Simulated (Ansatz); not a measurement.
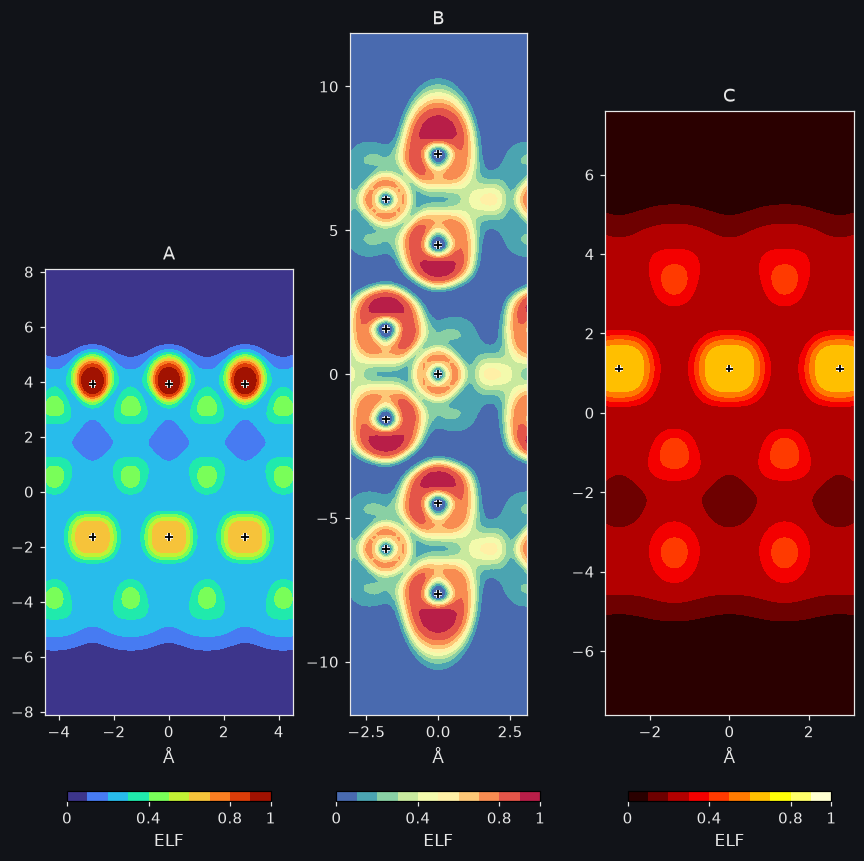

The electron localisation function of 3 systems, each on a plane through atoms (crosses mark nuclei in the plane).

Method: DFT PBE+D3(BJ), scalar-relativistic, plane waves, PAW in Ansatz 0.2.0.

System 1: Pt (slab), the (100) plane of the calculation cell, a cut from vacuum to vacuum. 

System 2: WS₂ (slab), the (110) plane of the calculation cell, a cut from vacuum to vacuum. 

```xyz
9
Lattice="3.1538 0.0000 0.0000 -1.5769 2.7313 0.0000 0.0000 0.0000 30.2931" Properties=species:S:1:pos:R:3 pbc="T T T"
S     1.5769    0.9104    7.5000
W     0.0000    1.8209    9.0749
S     1.5769    0.9104   10.6498
S     0.0000    1.8209   13.5716
W     1.5769    0.9104   15.1466
S     0.0000    1.8209   16.7215
S     1.5769    0.9104   19.6433
W     0.0000    1.8209   21.2182
S     1.5769    0.9104   22.7931
```

System 3: HPt₄ (slab), the (100) plane of the calculation cell, a cut from vacuum to vacuum. Computed without spin polarisation.

```
Pt H
1.0
     2.77794    0.00000    0.00000
    -1.38897    2.40577    0.00000
     0.00000    0.00000   25.80455
Pt H
4 1
Direct
  0.66667 0.33333 0.32940
  0.33333 0.66667 0.41730
  0.00000 0.00000 0.50577
  0.66667 0.33333 0.59717
  0.33333 0.66667 0.63297
```

Match each panel to its system.

Panel A is system 3, HPt₄: the plane holds Pt and H. Pt–Pt (2.78 Å): the ELF is about 0.30 at the midpoint; no shared electron pair shows on this line. Panel B is system 2, WS₂: the plane holds S and W. W–S (2.41 Å): the ELF peaks at about 0.85 in the valence shell of S, 0.8 Å from its nucleus, and is about 0.50 at the midpoint. Panel C is system 1, Pt: the plane holds Pt. Pt–Pt (2.78 Å): the ELF is about 0.30 at the midpoint: no shared electron pair shows on this line.
